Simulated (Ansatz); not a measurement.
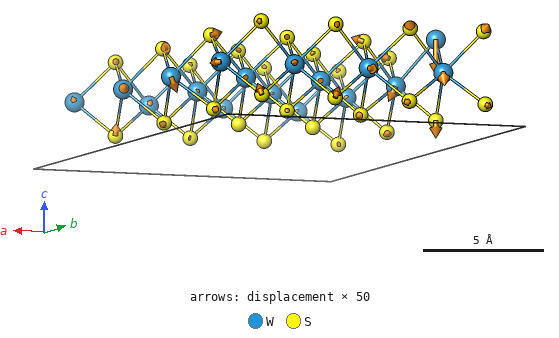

This is a relaxation of a defect cell of composition W$_{17}$S$_{31}$ (cell charge +1). The starting structure is drawn; orange arrows show the displacements, magnified 50 times.

The picture is a ball-and-stick view of the cell of the calculation, outlined in the plane, without the vacuum, seen from a free direction.

Case: W on a S site (i), charge +1, atoms relaxed at the host's cell.

Theory: DFT PBE+D3(BJ), scalar-relativistic, plane waves, PAW (Ansatz). Settings: plane-wave cutoff 420 eV; k-point mesh 2 × 2 × 2; occupations gaussian; smearing width 0.01 eV; collinear spin; atoms relaxed in a fixed cell; force threshold 0.025 eV/Å; at most 45 steps.

Atoms of which element are displaced furthest, and by how much?

Tungsten: up to 0.031 Å, against 0.016 Å for sulfur.

What happened in the run?

Over 1 accepted move (2 points after the start) the energy falls by 19.2 meV per cell of the calculation. Largest force component: 0.25 eV/Å at the start, 0.013 eV/Å at the end. The line search rejected the trial step at point 1 of the run. The largest move relative to the layer's centre is that of a W atom, 0.031 Å along the normal (−c). Largest moves by element: W 0.031 Å, S 0.016 Å. The cell doesn't change. Some distances before and after: S–W 2.424 → 2.439 Å, W–W 3.088 → 3.100 Å, W–W 3.141 → 3.150 Å, W–W 3.180 → 3.171 Å.

Limits of the set-up: the cell is charged, on a uniform background, and energies carry no finite-size correction.
